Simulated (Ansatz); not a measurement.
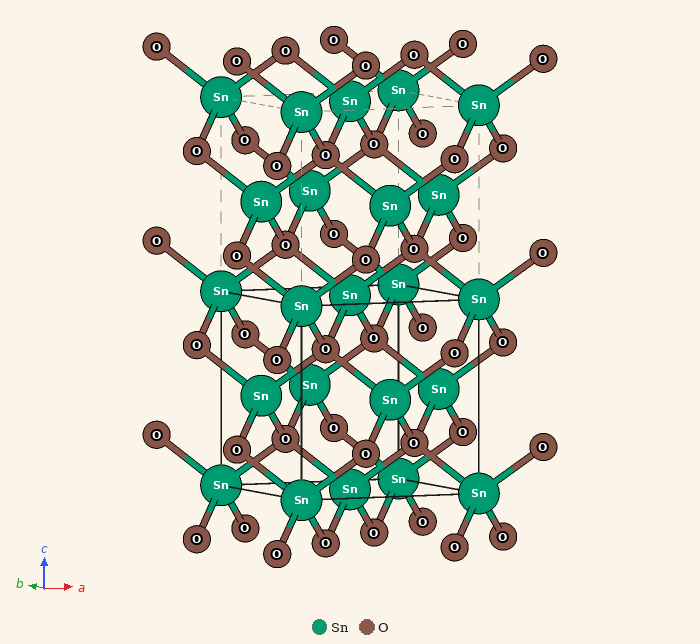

System SnO (space group F-43m, No. 216); source of the atomic positions: the input geometry of an electronic-structure calculation (not necessarily at equilibrium); the starting structure was generated, so it need not be a known form of this composition.

Bonds are taken as O–Sn below 2.6 Å; no other contact counts. The graph is simplified in the usual way: terminal and isolated atoms are pruned, two-connected atoms become edges.

Question: What kind of net remains, and which atoms are its nodes?

Answer: A uninodal 4-connected, three-periodic net: Sn and O are 4-connected nodes.

Question: Name the underlying net.

Answer: It is the dia net, known from diamond, zinc blende and cristobalite.

Question: Is the net interpenetrated?

Answer: It is a single net, without interpenetration.

Question: Give the point symbol of each node (shortest cycle at each angle).

Answer: Sn and O: 6^6.
